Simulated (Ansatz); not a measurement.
The structure in question:

```xyz
8
Lattice="-2.8363 0.0000 0.0000 -1.4181 -2.4563 0.0000 -0.2836 0.0000 18.6443" Properties=species:S:1:pos:R:3 pbc="T T T"
Al    0.0000    0.0000    0.0000
Al   -2.8363    0.0000    9.3221
Al   -1.4181   -0.8188   11.6527
Al   -1.4181   -0.8188    2.3305
Al   -2.8363    0.0000   13.9832
Al   -2.8363    0.0000    4.6611
Al   -3.1199   -1.6375   16.3138
Al   -2.8363   -1.6375    6.9916
```

Interpret the file: composition, symmetry and coordination.

The element is aluminium. The space group is P1: only translations remain. It is a distorted form of a primitive hexagonal structure, space group P6_3/mmc (No. 194) within 0.45 Å: double hexagonal close-packed (α-La type). The cell holds eight atoms.

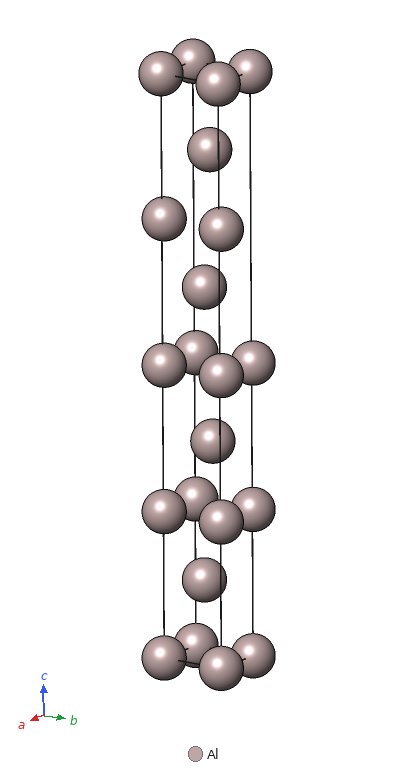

Structure drawing (spheres-only), viewed slightly off an axis. The frame is the unit cell; atoms at its boundary are shown with their periodic copies.

The structure comes from a structure listed in the Materials Project. The cell was then strained or its atoms displaced on purpose. It went into a calculation with Ansatz.
